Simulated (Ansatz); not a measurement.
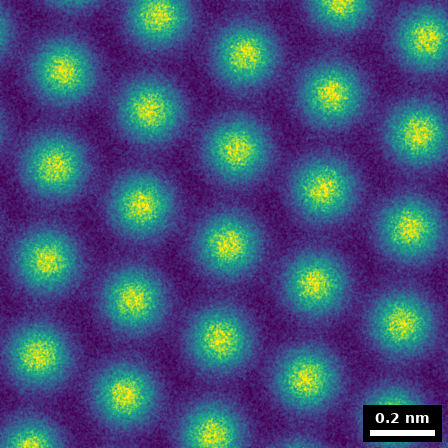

iDPC-like image of Tl (Fm-3m, No. 225). Simulated as the projected potential of neutral atoms (B = 0.5 Å²) blurred by a 1.30 Å probe, the thin-sample limit of integrated differential phase contrast. Shot noise was added. Structure: a calculation's starting geometry; the starting structure was generated, so it need not be a known form of this composition.

```
CELL_PARAMETERS angstrom
4.85899 0.00000 0.00000
0.00000 4.85899 0.00000
0.00000 0.00000 4.85899
ATOMIC_POSITIONS crystal
Tl 0.00000 0.00000 0.00000
Tl 0.00000 0.50000 0.50000
Tl 0.50000 0.00000 0.50000
Tl 0.50000 0.50000 0.00000
```

### Along which zone axis is the crystal seen: [111], [110], [211] or [210]? (Directions equivalent by symmetry count as one.)

[110]. The projected cells are 1.98 × 1.98 Å, 120° for [111]; 2.98 × 2.98 Å, 109° for [110]; 1.72 × 2.81 Å, 90° for [211]; 1.09 × 2.43 Å, 90° for [210], and the image repeats as the [110] one does.
